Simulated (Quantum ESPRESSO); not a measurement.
**Energy of HfO$_{2}$ along an even scaling of the cell**

System: HfO$_{2}$ (Fm-3m, 3 atoms in the cell).
Method: Kohn-Sham DFT of a periodic cell, PBE, SSSP 1.3 efficiency PBE, no spin polarisation (Quantum ESPRESSO 7.5).

The 7 runs differ only in the geometry, by an even scaling of the cell at fixed fractional positions. The structure derives from an entry of the Crystallography Open Database.

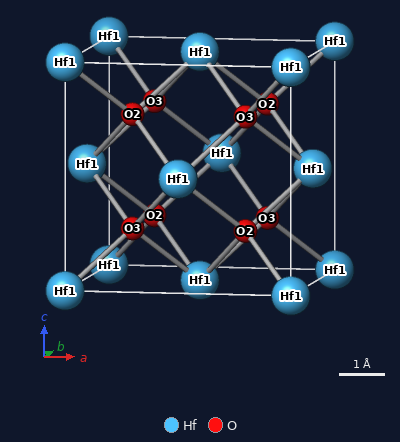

Figure 1. The structure of run 4 (ball-and-stick view of the cell 4 times as large as that of the calculation, set on its symmetry axes, seen slightly off an axis; atoms are numbered from 1 in the order of the input).

**Input of run 4**
```
&CONTROL
  calculation = 'scf'
  prefix = 'pwscf'
  outdir = './tmp'
  pseudo_dir = './pseudo'
  tprnfor = .true.
  tstress = .true.
  disk_io = 'nowf'
/
&SYSTEM
  ibrav = 0
  nat = 3
  ntyp = 2
  ecutwfc = 60
  ecutrho = 440
  nbnd = 19
  occupations = 'smearing'
  smearing = 'fd'
  degauss = 0.00367493
/
&ELECTRONS
  conv_thr = 6d-10
  electron_maxstep = 120
  mixing_beta = 0.5
/
ATOMIC_SPECIES
Hf   178.4900 Hf-sp.oncvpsp.upf
O     15.9990 O.pbe-n-kjpaw_psl.0.1.UPF
CELL_PARAMETERS angstrom
   0.0000000000    2.5575000000    2.5575000000
   2.5575000000    0.0000000000    2.5575000000
   2.5575000000    2.5575000000    0.0000000000
ATOMIC_POSITIONS crystal
Hf     0.0000000000    0.0000000000    0.0000000000
O      0.7500000000    0.7500000000    0.7500000000
O      0.2500000000    0.2500000000    0.2500000000
K_POINTS automatic
9 9 9 0 0 0
```

Command:
```bash
OMP_NUM_THREADS=1 pw.x -in pw.in > pw.out
```

Lattice vectors (Å) and fractional positions of run 4:
```
   0.000000    2.557500    2.557500
   2.557500    0.000000    2.557500
   2.557500    2.557500    0.000000
Hf  0.000000  0.000000  0.000000
O   0.750000  0.750000  0.750000
O   0.250000  0.250000  0.250000
```

Run 2 differs from it as follows:
```diff
-   0.0000000000    2.5575000000    2.5575000000
-   2.5575000000    0.0000000000    2.5575000000
-   2.5575000000    2.5575000000    0.0000000000
+   0.0000000000    2.5229349520    2.5229349520
+   2.5229349520    0.0000000000    2.5229349520
+   2.5229349520    2.5229349520    0.0000000000
```

**Results, with one run withheld**

| run | volume per atom (Å³) | free energy per atom, from the lowest run given (meV) | pressure (GPa) | gap on the mesh (eV) |
| --- | --- | --- | --- | --- |
| 1 | 10.483 | 17.62 | 11.83 | 4.02 |
| 2 | 10.706 | ? | ? | ? |
| 3 | 10.929 | 0.00 | 0.44 | 3.91 |
| 4 | 11.152 | 2.28 | −4.40 | 3.85 |
| 5 | 11.375 | 10.98 | −8.75 | 3.79 |
| 6 | 11.598 | 25.43 | −12.66 | 3.74 |
| 7 | 11.821 | 45.04 | −16.17 | 3.68 |

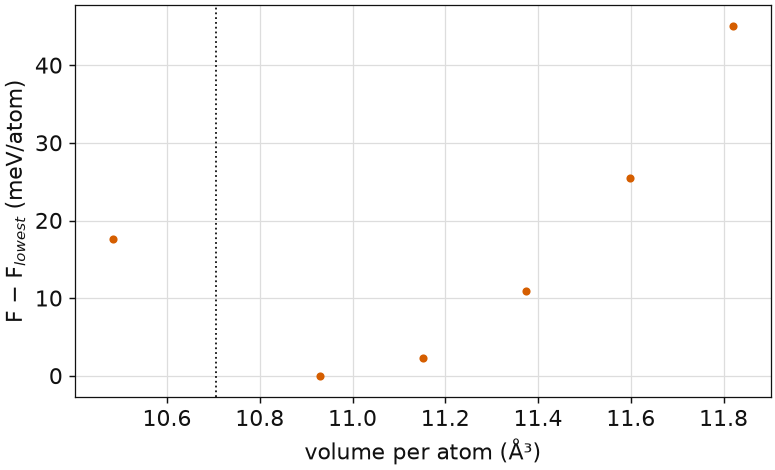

Figure 2. Free energy per atom of the runs given; the dotted line marks run 2.

Fit the runs given and predict run 2.

A cubic polynomial in V^(−2/3) (the Birch–Murnaghan form), fitted to the 6 runs given, misses them by at most 0.01 meV per atom. With x = V^(−2/3) − 0.19963 Å⁻², it reads F = 4.0053 − 2752.9 x + 4.6085e+05 x² + 3.3463e+05 x³ (meV per atom). At run 2 it gives 4.84 meV per atom, and the run itself gives 4.85. The slope of the fit gives a pressure −dF/dV of 6.23 GPa there, and the run prints 5.83 GPa. The two needn't agree exactly: the fit is approximate, and the printed stress is taken on a finite basis. The fit has its minimum at 10.965 Å³ per atom, where V d²F/dV² gives 247 GPa: the bulk modulus at this level, since symmetry fixes the shape and the positions. The gap on the mesh goes, without turning, from 4.02 eV in run 1 to 3.68 eV in run 7; run 2 has 3.97 eV. These are gaps of this functional on this mesh, which can miss the band edges; they aren't the measured gap.

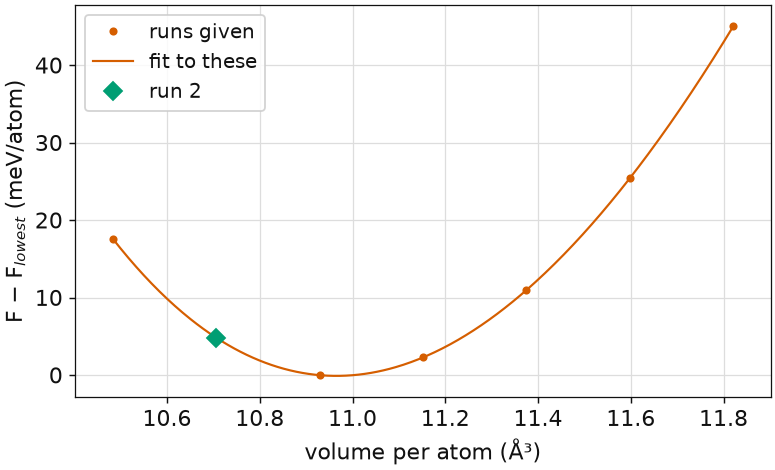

Figure 3. The fit and the withheld run.

**Some lines of the output (run 2)**
```
[...]
     number of k points=    35  Fermi-Dirac smearing, width (Ry)=  0.0037
     total energy              =    -196.24492067 Ry
     total energy              =    -196.55579698 Ry
     total energy              =    -196.62376024 Ry
     total energy              =    -196.62521265 Ry
     total energy              =    -196.62520033 Ry
     total energy              =    -196.62521504 Ry
     total energy              =    -196.62521493 Ry
     total energy              =    -196.62521505 Ry
     the Fermi energy is    14.7328 ev
!    total energy              =    -196.62521505 Ry
     The total energy is F=E-TS. E is the sum of the following terms:
     Computing stress (Cartesian axis) and pressure
          total   stress  (Ry/bohr**3)                   (kbar)     P=       58.26
```

Notes: Spin–orbit coupling is left out, which matters for Hf.
